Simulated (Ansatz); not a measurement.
# Ta4H: one candidate of a structure search, part 2 of 2

The task: take a trial cell of Ta4H to zero force and stress.

Ansatz 0.2.0; DFT PBE, scalar-relativistic, plane waves, PAW. Earlier steps stand in the parts before.

## Step 4: Final relaxation

The end of the coarse run is made exact in the group found at a tolerance of 0.06 Å and reduced to its primitive cell.

The input, input.yaml:

```yaml
crystal:
  lattice:
    - [0.0, 3.8701001431, 3.8701001431]
    - [3.8701001431, 0.0, 3.8701001431]
    - [3.8701001431, 3.8701001431, 0.0]
  atoms:
    - { symbol: Ta, position: [0.1255183395, 0.6234449815, 0.1255183395] }
    - { symbol: Ta, position: [0.1255183395, 0.1255183395, 0.1255183395] }
    - { symbol: Ta, position: [0.6234449815, 0.1255183395, 0.1255183395] }
    - { symbol: Ta, position: [0.1255183395, 0.1255183395, 0.6234449815] }
    - { symbol: H, position: [0.5, 0.5, 0.5] }
basis:
  ecutwfc: 420
kpoints:
  mp_grid: { grid: [8, 8, 8] }
hamiltonian:
  xc: pbe
scf:
  occupations: { method: gaussian, width: 0.1 }
output:
  forces: true
  stress: true
  eigenvalues: true
  write_density: true
  write_potential: true
  elf: true
  volumetric_format: npy
relax:
  adjacent_minimum: "off"
  f_tol: 0.01
  max_steps: 80
  cell: { stress_tol: 0.05 }
```

On the command line:

```sh
> ansatz run input.yaml --threads 1 --pin off --max-ram 2560MiB --backend cpu --events-out ev --progress --plain --runs-dir out
```

Standard output:

```text
Warning: RAYON_NUM_THREADS=1 ignored (pool sized by the plan → 1); use --threads N
Engine: ansatz 0.2.0, aarch64-unknown-linux-gnu
Pseudopotentials: kind: paw
Pseudopotential: Ta, paw, valence charge 13, recommended cutoff 420 eV (normal), Ta.paw.azcp
Pseudopotential: H, paw, valence charge 1, recommended cutoff 420 eV (normal), H.paw.azcp
Functional definition: PBE
  parameter kappa = 0.804
  parameter beta = 0.06672455060314922
  exchange = pbe_x(kappa = kappa, mu = beta*pi^2/3)
  correlation = pbe_c(beta = beta)
Crystal: 5 atoms, lattice volume = 115.930 Å³
Basis set: ecut = 420 eV, 2229 PW (Γ), exchange–correlation on 80×80×80 points (8 copies of the dense FFT grid, shifted against one another)
Bands: 32, of which v1, the nominal top of the filled ones, is band 27 counted from 1 (26 counted from 0)
Symmetry: 24 space group operations
Space group: F-43m (ITA 216), of the structure as read, at distance tolerance 4.9e-5 Å
k-points: 29 of 512 (time reversal used)
Non-local potential: Ta, projectors of the file, l = 0: 3, l = 1: 2, l = 2: 2, l = 3: 1
Non-local potential: H, projectors of the file, l = 0: 2, l = 1: 1
PAW form: soft (Blöchl's): semilocal exchange-correlation on the pseudo side does not see the compensation charge
PAW one-centre angular grid: Ta, 590 points (default); XC on 64 Gauss nodes
PAW one-centre angular grid: H, 110 points (default); XC on 64 Gauss nodes
Initial density: superposition of atomic densities (neutral atoms: chi_scale 0, normalization atom), corrected by the library's trained network
Initial wavefunctions: pseudopotential atomic-orbital guess
Functional: x = pbe(κ = 0.804, μ = 0.2195149727645171), c = pbe(β = 0.06672455060314922)
SCF iter   1: F=—  HF=-39734.864919 eV  |F-HF|=—  |Δ(HF+E_count)|=         —  Δρ=8.74e-3  dr2=1.43e-1  ethr=1.77e-3  ⟨swp⟩=5.2  Hψ=3792  notcnv=0
preconditioner: auto → LDOS  [metal: Δε(μ)=0.023 eV  Ē_g=3.096 eV  σ=0.100 eV  W_gap=0.13  n_scr=26 (ndim 8)  ℏωp=15.8 eV  f_vac=0.016  D(μ)=7.53/eV (n_scr^D=64)  β→1.0]
SCF iter   2: F=—  HF=-39734.838510 eV  |F-HF|=—  |Δ(HF+E_count)|=   2.64e-2  Δρ=3.92e-3  dr2=1.98e-2  ethr=2.71e-4  ⟨swp⟩=2.3  Hψ=1573  notcnv=0  defer=7
SCF iter   3: F=—  HF=-39734.835497 eV  |F-HF|=—  |Δ(HF+E_count)|=   3.01e-3  Δρ=7.99e-4  dr2=8.27e-4  ethr=3.74e-5  ⟨swp⟩=2.0  Hψ=1155  notcnv=0  defer=7
SCF iter   4: F=—  HF=-39734.835679 eV  |F-HF|=—  |Δ(HF+E_count)|=   1.82e-4  Δρ=1.77e-4  dr2=4.78e-5  ethr=1.56e-6  ⟨swp⟩=2.0  Hψ=1204  notcnv=0  defer=7
SCF iter   5: F=—  HF=-39734.835675 eV  |F-HF|=—  |Δ(HF+E_count)|=   3.62e-6  Δρ=6.85e-5  dr2=1.29e-5  ethr=9.02e-8  ⟨swp⟩=2.0  Hψ=1582  notcnv=0  defer=7
SCF iter   6: F=—  HF=-39734.835673 eV  |F-HF|=—  |Δ(HF+E_count)|=   2.18e-6  Δρ=9.53e-6  dr2=1.38e-7  ethr=2.44e-8  ⟨swp⟩=2.0  Hψ=1275  notcnv=0  defer=7
SCF iter   7: F=-39734.835673 eV  HF=-39734.835673 eV  |F-HF|=4.78e-9  |Δ(HF+E_count)|=   4.37e-8  Δρ=2.63e-6  dr2=4.07e-9  ethr=1.89e-10  ⟨swp⟩=13.2  Hψ=6786  notcnv=0
SCF 1 converged in 7 iterations: F = -39734.835673 eV  dr2 = 4.07e-9
relax step   1: F+E_penalty+E_count = -39734.83567330 eV  Δ(F+E_penalty+E_count) = +0.000e0 eV  max|allowed force component| = 5.206e-3 eV/Å  Δτ_max = 0.0000 Å  P = -0.877 GPa  Ω = 115.930 Å³  (7 SCF iters, dr2 threshold 1.00e-7 eV, accepted)
Crystal: 5 atoms, lattice volume = 113.377 Å³
Initial density: handed on by an earlier stage of this run
Initial wavefunctions: those handed on with the density
iter 1 solved again at ethr=2.18e-5 eV; its pass at ethr=3.10e-3 eV (dr2=1.15e-2 eV) is discarded
SCF iter   1: F=—  HF=-39734.838080 eV  |F-HF|=—  |Δ(HF+E_count)|=         —  Δρ=1.78e-3  dr2=1.15e-2  ethr=2.18e-5  ⟨swp⟩=1.7  Hψ=4605  notcnv=0
preconditioner: auto → LDOS  [metal: Δε(μ)=0.018 eV  Ē_g=3.170 eV  σ=0.100 eV  W_gap=0.10  n_scr=26 (ndim 8)  ℏωp=16.0 eV  f_vac=0.012  D(μ)=7.52/eV (n_scr^D=64)  β→1.0]
SCF iter   2: F=—  HF=-39734.835368 eV  |F-HF|=—  |Δ(HF+E_count)|=   2.71e-3  Δρ=9.72e-4  dr2=1.00e-3  ethr=2.17e-5  ⟨swp⟩=2.0  Hψ=1218  notcnv=0
SCF iter   3: F=—  HF=-39734.835354 eV  |F-HF|=—  |Δ(HF+E_count)|=   1.47e-5  Δρ=2.18e-4  dr2=1.56e-4  ethr=1.89e-6  ⟨swp⟩=2.0  Hψ=1235  notcnv=0
SCF iter   4: F=—  HF=-39734.835310 eV  |F-HF|=—  |Δ(HF+E_count)|=   4.36e-5  Δρ=1.09e-4  dr2=2.86e-5  ethr=2.95e-7  ⟨swp⟩=2.0  Hψ=1320  notcnv=0
SCF iter   5: F=-39734.835304 eV  HF=-39734.835304 eV  |F-HF|=9.83e-9  |Δ(HF+E_count)|=   5.86e-6  Δρ=1.92e-5  dr2=4.27e-7  ethr=9.43e-10  ⟨swp⟩=11.1  Hψ=8164  notcnv=0
SCF 2 converged in 5 iterations: F = -39734.835304 eV  dr2 = 4.27e-7
relax step   2: F+E_penalty+E_count = -39734.83530420 eV  Δ(F+E_penalty+E_count) = +3.691e-4 eV  max|allowed force component| = 1.090e-3 eV/Å  Δτ_max = 0.0015 Å  P = +1.046 GPa  Ω = 113.377 Å³  energy of the carried Pulay correction = +7.152e-4 eV  (5 SCF iters, dr2 threshold 5.00e-7 eV, rejected (line search))
Crystal: 5 atoms, lattice volume = 114.750 Å³
iter 1 solved again at ethr=6.58e-6 eV; its pass at ethr=3.10e-3 eV (dr2=3.49e-3 eV) is discarded
SCF iter   1: F=—  HF=-39734.840128 eV  |F-HF|=—  |Δ(HF+E_count)|=         —  Δρ=9.75e-4  dr2=3.47e-3  ethr=6.58e-6  ⟨swp⟩=2.0  Hψ=4582  notcnv=0
preconditioner: auto → LDOS  [metal: Δε(μ)=0.013 eV  Ē_g=3.129 eV  σ=0.100 eV  W_gap=0.07  n_scr=26 (ndim 8)  ℏωp=15.9 eV  f_vac=0.013  D(μ)=7.91/eV (n_scr^D=64)  β→1.0]
SCF iter   2: F=—  HF=-39734.839311 eV  |F-HF|=—  |Δ(HF+E_count)|=   8.17e-4  Δρ=4.72e-4  dr2=2.07e-4  ethr=6.55e-6  ⟨swp⟩=2.0  Hψ=1210  notcnv=0
SCF iter   3: F=—  HF=-39734.839318 eV  |F-HF|=—  |Δ(HF+E_count)|=   7.13e-6  Δρ=1.26e-4  dr2=4.83e-5  ethr=3.90e-7  ⟨swp⟩=2.9  Hψ=1776  notcnv=0
SCF iter   4: F=—  HF=-39734.839307 eV  |F-HF|=—  |Δ(HF+E_count)|=   1.13e-5  Δρ=5.53e-5  dr2=8.12e-6  ethr=9.11e-8  ⟨swp⟩=2.1  Hψ=1267  notcnv=0
SCF iter   5: F=—  HF=-39734.839306 eV  |F-HF|=—  |Δ(HF+E_count)|=   8.90e-7  Δρ=1.28e-5  dr2=2.54e-7  ethr=1.53e-8  ⟨swp⟩=2.2  Hψ=1349  notcnv=0
SCF iter   6: F=—  HF=-39734.839316 eV  |F-HF|=—  |Δ(HF+E_count)|=   9.37e-6  Δρ=3.21e-6  dr2=8.16e-9  ethr=4.80e-10  ⟨swp⟩=2.2  Hψ=1335  notcnv=0
SCF iter   7: F=—  HF=-39734.839316 eV  |F-HF|=—  |Δ(HF+E_count)|=   1.29e-8  Δρ=6.54e-7  dr2=2.54e-10  ethr=1.54e-11  ⟨swp⟩=2.7  Hψ=1544  notcnv=0
SCF iter   8: F=-39734.839316 eV  HF=-39734.839316 eV  |F-HF|=2.91e-11  |Δ(HF+E_count)|=  4.58e-10  Δρ=1.40e-7  dr2=1.32e-11  ethr=1.00e-12  ⟨swp⟩=7.2  Hψ=4677  notcnv=0
SCF 3 converged in 8 iterations: F = -39734.839316 eV  dr2 = 1.32e-11
relax step   3: F+E_penalty+E_count = -39734.83931561 eV  Δ(F+E_penalty+E_count) = -3.642e-3 eV  max|allowed force component| = 1.548e-3 eV/Å  Δτ_max = 0.0008 Å  P = -0.011 GPa  Ω = 114.750 Å³  energy of the carried Pulay correction = +3.288e-4 eV  (8 SCF iters, accepted)
Initial wavefunctions: pseudopotential atomic-orbital guess (no wavefunctions were taken with the density)
iter 1 solved again at ethr=4.63e-8 eV; its pass at ethr=3.10e-3 eV (dr2=2.46e-5 eV) is discarded
SCF iter   1: F=—  HF=-39734.838973 eV  |F-HF|=—  |Δ(HF+E_count)|=         —  Δρ=1.69e-5  dr2=4.07e-8  ethr=4.63e-8  ⟨swp⟩=4.3  Hψ=6787  notcnv=0
preconditioner: auto → LDOS  [metal: Δε(μ)=0.014 eV  Ē_g=3.130 eV  σ=0.100 eV  W_gap=0.08  n_scr=26 (ndim 8)  ℏωp=15.9 eV  f_vac=0.013  D(μ)=7.81/eV (n_scr^D=64)  β→1.0]
SCF iter   2: F=—  HF=-39734.838976 eV  |F-HF|=—  |Δ(HF+E_count)|=   3.88e-6  Δρ=1.28e-6  dr2=1.18e-9  ethr=7.67e-11  ⟨swp⟩=2.9  Hψ=1862  notcnv=0
SCF iter   3: F=—  HF=-39734.838976 eV  |F-HF|=—  |Δ(HF+E_count)|=  9.46e-11  Δρ=2.94e-7  dr2=1.23e-10  ethr=1.00e-12  ⟨swp⟩=8.0  Hψ=5317  notcnv=0
SCF iter   4: F=-39734.838976 eV  HF=-39734.838976 eV  |F-HF|=2.18e-11  |Δ(HF+E_count)|=  7.28e-12  Δρ=5.66e-8  dr2=8.66e-12  ethr=1.00e-12  ⟨swp⟩=6.0  Hψ=4358  notcnv=0
SCF 4 converged in 4 iterations: F = -39734.838976 eV  dr2 = 8.66e-12
relax step   4: F+E_penalty+E_count = -39734.83897648 eV  Δ(F+E_penalty+E_count) = +3.391e-4 eV  max|allowed force component| = 1.545e-3 eV/Å  Δτ_max = 0.0000 Å  P = -0.014 GPa  Ω = 114.750 Å³  stress off target by 1.40e-2 GPa  SCF on the basis re-selected at this cell (its energy is not comparable with the rows above)  (4 SCF iters)
basis re-selected at this cell: Δ(F+E_penalty+E_count) = +3.391e-4 eV, ΔP = -0.003 GPa vs the last step (what re-selecting the basis moved, of the pressure what is left beyond the Pulay correction that the steps carried, after the strain that the cell walked since its last selection, with what the two solves' SCF thresholds leave and, on support functions, any second-order correction that the steps lacked; it is no measure of the basis error at this ecutwfc). This SCF's stress stands 1.40e-2 GPa from its target on what of the cell is left free (relax.cell.stress_tol is 5.00e-2 GPa) and its largest allowed force component is 1.55e-3 eV/Å (relax.f_tol is 1.00e-2 eV/Å): within both
SCF converged after 4 iterations
Free energy (F): -39734.838976 eV
Harris-Foulkes:  -39734.838976 eV  (|F-HF|=2.18e-11)
Internal energy: -39734.799917 eV  (E = F + TS)
E sigma→0 (E₀):  -39734.819447 eV
Entropy (-TS):   -0.039060 eV (-7.812 meV/atom)
Fermi energy:    10.567739 eV
--- Per-component energies (eV) ---
  E_band       = -838.248256
  E_kinetic    = 1467.672137
  E_local      = -4350.485323  (includes V_loc(G=0)·N_el)
  E_nonlocal   = 66.673439
  E_hartree    = 1622.726569
  E_xc         = -873.828669
  E_vxc        = -815.990438  (∫ρ·V_xc dr)
  E_paw        = -33587.107085  (= ΣΔE_a)
  E_vpaw       = -451.571018  (= ΣTr[D̂ρ^β])
  E_aug_tail   = -0.000038  (compensation charges beyond the density's cutoff)
  E_ewald      = -4080.450946
  E_smearing   = -0.039060  (= −TS)
  E_closure    = 0.000000  (closes the sum)
  Σ components = -39734.838976   (vs F -39734.838976, Δ=0.00e0)
--- Forces (eV/Å), atoms counted from 1 ---
  atom   1  Ta     0.00154523    -0.00154523     0.00154523
  atom   2  Ta    -0.00154523    -0.00154523    -0.00154523
  atom   3  Ta    -0.00154523     0.00154523     0.00154523
  atom   4  Ta     0.00154523     0.00154523    -0.00154523
  atom   5  H      0.00000000    -0.00000000    -0.00000000
  max |Σ_I F_I| component: 3.39e-17 eV/Å
--- Stress (GPa, compression-positive) ---
       -0.013963       0.000000       0.000000
        0.000000      -0.013963      -0.000000
        0.000000      -0.000000      -0.013963
  P = ⅓ Tr σ = -0.0140 GPa (-0.140 kbar)
--- Band table (eV; the first three rows and the last of 29) ---
  k-point 0: bands = ["-56.9968", "-56.8157", "-56.8157", "-56.8157", "-24.6362", "-23.9450", "-23.9450", "-23.9450", "-23.7344", "-23.7344", "-23.0782", "-23.0782", "-23.0782", "-22.6853", "-22.6853", "-22.6853", "3.6373", "6.0353", "7.3858", "7.3858", "7.3858", "8.9471", "8.9471", "8.9471", "9.1703", "9.1703", "10.6747", "13.8812", "13.8812", "13.8812", "14.3073", "14.3073"]
  k-point 1: bands = ["-56.9917", "-56.8209", "-56.8157", "-56.8157", "-24.5936", "-23.9324", "-23.9258", "-23.9258", "-23.7243", "-23.7243", "-23.1027", "-23.1027", "-23.0781", "-22.7540", "-22.6944", "-22.6944", "3.8114", "6.1464", "7.4327", "7.5069", "7.5069", "8.7907", "9.0557", "9.0557", "9.2571", "9.2571", "10.7932", "13.2231", "13.2750", "13.2750", "13.9686", "14.0709"]
  k-point 2: bands = ["-56.9781", "-56.8348", "-56.8157", "-56.8157", "-24.4853", "-23.8837", "-23.8837", "-23.8834", "-23.6829", "-23.6829", "-23.1774", "-23.1774", "-23.0781", "-22.9437", "-22.7138", "-22.7138", "4.2806", "6.4095", "7.6172", "7.8133", "7.8133", "8.4732", "9.2811", "9.2811", "9.6384", "9.6384", "10.8679", "12.3381", "12.3580", "12.3580", "12.8822", "13.3638"]
  k-point 28: bands = ["-56.9110", "-56.9029", "-56.8156", "-56.8156", "-23.9772", "-23.9501", "-23.7486", "-23.7412", "-23.4973", "-23.4808", "-23.4679", "-23.4545", "-23.2111", "-23.2084", "-22.8475", "-22.8467", "6.9051", "6.9108", "6.9134", "8.7173", "9.1761", "9.4661", "9.5588", "9.5627", "9.5718", "9.6903", "10.6984", "10.7908", "10.9279", "10.9521", "11.9670", "12.0803"]
--- Relaxed structure (3 steps of the walk, 2 accepted, 1 SCFs on fresh bases) ---
  F+E_penalty+E_count = -39734.83897648 eV   max|allowed force component| = 1.545e-3 eV/Å   (the final SCF, on the basis selected at the relaxed cell)
  cell:  # Å, volume = 114.7496 Å³
    - [-5.6049092361851485e-34, 3.8569175355717604, 3.8569175355717604]
    - [3.8569175355717604, -5.35014063454037e-34, 3.8569175355717604]
    - [3.8569175355717604, 3.8569175355717604, -6.369215041119487e-34]
  atoms:
    - { symbol: Ta, position: [0.12545963215520295, 0.6236211035343914, 0.12545963215520295] }
    - { symbol: Ta, position: [0.12545963215520295, 0.12545963215520295, 0.12545963215520295] }
    - { symbol: Ta, position: [0.6236211035343914, 0.12545963215520295, 0.12545963215520295] }
    - { symbol: Ta, position: [0.12545963215520295, 0.12545963215520295, 0.6236211035343914] }
    - { symbol: H, position: [0.5, 0.5, 0.5] }
```

Run time: 48 s. Hardware: 1 thread of Arm Neoverse V1, shared host; peak memory 0.35 GiB.

Relaxation path:

```
step  energy from step 1 (eV/cell)  largest force component (eV/Å)  pressure (GPa)  volume (Å³)
   1                        0.0000                          0.0052           -0.88       115.93
   2                        0.0004                          0.0011            1.05       113.38
   3                       -0.0036                          0.0015           -0.01       114.75
   4                       -0.0033                          0.0015           -0.01       114.75
```

Step 1 is the start. Step 4 repeats the geometry before it on a plane-wave basis chosen anew for that cell, so its energy need not be comparable with the rows above. Step 2 was tried and not accepted.

Lengths and angles in the start's conventional setting:

|  | before | after | change |
| --- | --- | --- | --- |
| a (Å) | 7.740 | 7.714 | -0.3 % |
| b (Å) | 7.740 | 7.714 | -0.3 % |
| c (Å) | 7.740 | 7.714 | -0.3 % |
| volume (Å³/atom) | 23.19 | 22.95 | -1.0 % |
| shortest distance (Å) | 2.725 | 2.717 | -0.3 % |
| space group (0.01 Å) | F-43m | F-43m | same |

The run keeps the 24 symmetry operations of the start, so it could not have lowered the symmetry.

Axes a, b and c in the maps are those of this run's conventional cell (a, b, c = 7.714, 7.714, 7.714 Å).

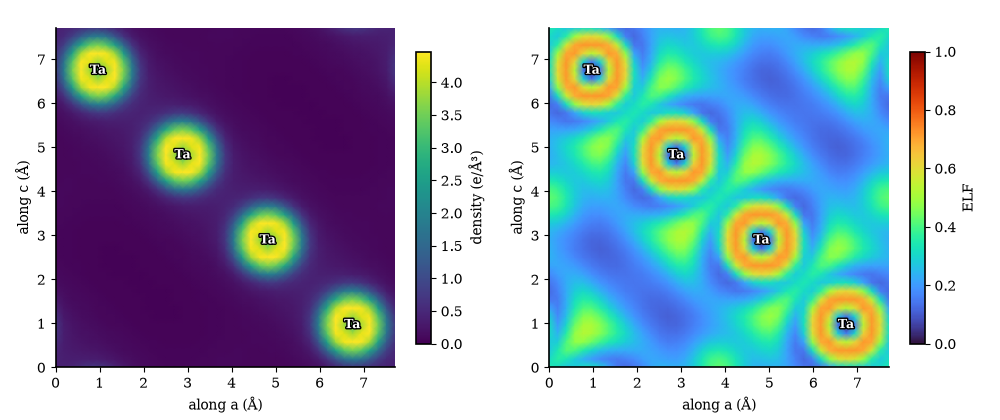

Density (left) and ELF (right) in a lattice plane of the grid's cell (edges 7.71 and 7.71 Å, at 0.125 of the third edge), which holds Ta. Only atoms in the plane are labelled. Both are smooth fields of the valence electrons: close to the nuclei they are not physical.

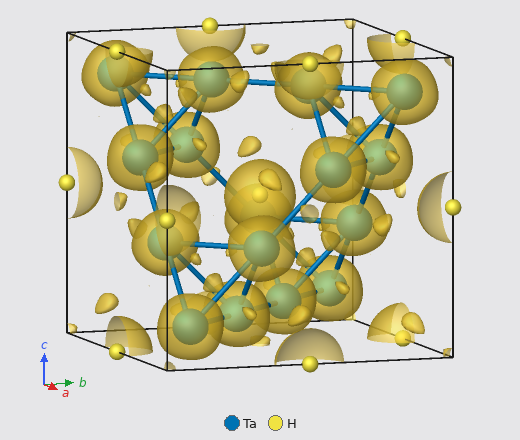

Surface of ELF = 0.50, drawn in one cell.

Outside the cores ELF peaks at 1.00 at H; 0.56 between the atoms, 1.7 Å from Ta.

## Step 5: Variant: accuracy low

input.yaml: that of step 4 with these lines changed.

```diff
@@ -21,8 +21,4 @@
   forces: true
+  eigenvalues: true
   stress: true
-  eigenvalues: true
-  write_density: true
-  write_potential: true
-  elf: true
-  volumetric_format: npy
 relax:
@@ -32 +28,2 @@
   cell: { stress_tol: 0.05 }
+accuracy: low
```

On the command line:

```sh
> ansatz run input.yaml --threads 1 --pin off --max-ram 2560MiB --backend cpu --events-out ev --progress --plain --runs-dir out
```

Standard output, shortened:

```text
Warning: RAYON_NUM_THREADS=1 ignored (pool sized by the plan → 1); use --threads N
[...]
Pseudopotentials: kind: paw
Pseudopotential: Ta, paw, valence charge 13, recommended cutoff 420 eV (normal), Ta.paw.azcp
Pseudopotential: H, paw, valence charge 1, recommended cutoff 420 eV (normal), H.paw.azcp
Functional definition: PBE
[...]
Crystal: 5 atoms, lattice volume = 115.930 Å³
Basis set: ecut = 420 eV, 2229 PW (Γ), exchange–correlation on 80×80×80 points (8 copies of the dense FFT grid, shifted against one another)
Bands: 32, of which v1, the nominal top of the filled ones, is band 27 counted from 1 (26 counted from 0)
Symmetry: 24 space group operations
Space group: F-43m (ITA 216), of the structure as read, at distance tolerance 4.9e-5 Å
k-points: 29 of 512 (time reversal used)
[...]
        0.000000      -0.013963      -0.000000
        0.000000      -0.000000      -0.013963
  P = ⅓ Tr σ = -0.0140 GPa (-0.140 kbar)
--- Band table (eV; the first three rows and the last of 29) ---
[...]
--- Relaxed structure (3 steps of the walk, 2 accepted, 1 SCFs on fresh bases) ---
  F+E_penalty+E_count = -39734.83897648 eV   max|allowed force component| = 1.545e-3 eV/Å   (the final SCF, on the basis selected at the relaxed cell)
  cell:  # Å, volume = 114.7496 Å³
    - [-5.09537203289559e-34, 3.8569175366221176, 3.8569175366221176]
    - [3.8569175366221176, -1.4776578895397212e-33, 3.8569175366221176]
    - [3.8569175366221176, 3.8569175366221176, -1.2228892878949416e-33]
  atoms:
    - { symbol: Ta, position: [0.1254596312605312, 0.6236211062184064, 0.12545963126053122] }
    - { symbol: Ta, position: [0.1254596312605312, 0.1254596312605312, 0.1254596312605312] }
    - { symbol: Ta, position: [0.6236211062184064, 0.1254596312605312, 0.12545963126053122] }
    - { symbol: Ta, position: [0.1254596312605312, 0.1254596312605312, 0.6236211062184064] }
    - { symbol: H, position: [0.5, 0.5, 0.5] }
```

Wall time 43 s (1 thread of Arm Neoverse V1, shared host); peak memory 0.36 GiB.

```
    run     ending  energy change  pressure (GPa)  gap (eV)  force (eV/Å)  cycles  time
 step 4  converged              0             0.0      0.00          0.00       -  48 s
variant  converged   0.0 meV/atom             0.0      0.00          0.00       -  43 s
```

The changed keys (accuracy) make no visible difference here (energy 0.0 meV/atom).

## Step 6: Results

The summary covers parts 1 to 2. Changes of volume or cell count from the first structure of part 1.

| quantity | value |
| --- | --- |
| symmetry at the end (tolerance 0.05 Å) | space group F-43m (No. 216) |
| conventional cell | a = 7.714 Å, b = 7.714 Å, c = 7.714 Å, α = 90.00°, β = 90.00°, γ = 90.00° |
| volume | 22.95 Å³/atom |
| energy over the elements (uncorrected; H, N, O, F and Cl as molecules) | +2.01 eV/atom |
| gap on the mesh | none (metal) |

The space group F-43m (No. 216) is kept, and the volume per atom grows by 51.1 % from the first guess. With a positive formation energy it can't be a ground state. No finished test with a distortion of lower symmetry is shown, so the end may be a saddle point. Spin-orbit coupling is left out for Ta. Where forces pass 15 eV/Å atoms stand far too close, the PAW spheres overlap strongly and those numbers are rough.
